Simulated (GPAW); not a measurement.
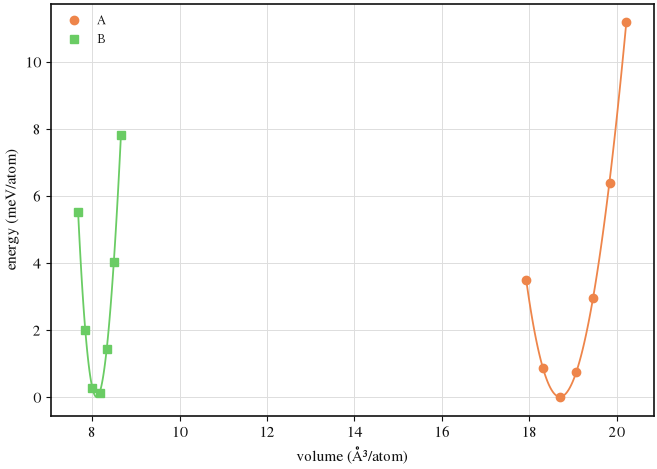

The figure compares two calculations of the energy against volume, each curve from its own zero. The first is for LiF, space group Fm-3m (No. 225).

The cell holds 2 atoms.

Calculation (GPAW 26.7.0): PAW DFT in plane waves, on a grid or in atomic orbitals, no spin polarisation; energies at scaled volumes of the given cell, shape and fractions fixed, counted from the fit's minimum, third-order Birch-Murnaghan fit. Level: PBEsol.

```csv
setting,value
k mesh,11×11×11
occupations,Fermi–Dirac
smearing width,0.05 eV
potentials,PAW data sets made by gpaw setup for the functional
wave cutoff,800 eV
program settings,basis pw
```

In the second, Li is replaced by K on all its sites, which gives KF in the same structure. The second calculation uses k mesh 9×9×9.

> Which of A and B is the second calculation, and what did the change do?

A. The equilibrium volume rises from 8.10 to 18.70 Å³/atom (+131 %) and the bulk modulus falls from 73.1 to 32.8 GPa (−55 %).

For LiF, limits of the calculation: the fit and the printed pressures don't fully agree, or the minimum lies near the end of the range.

V0 and the bulk modulus come from third-order Birch–Murnaghan fits.
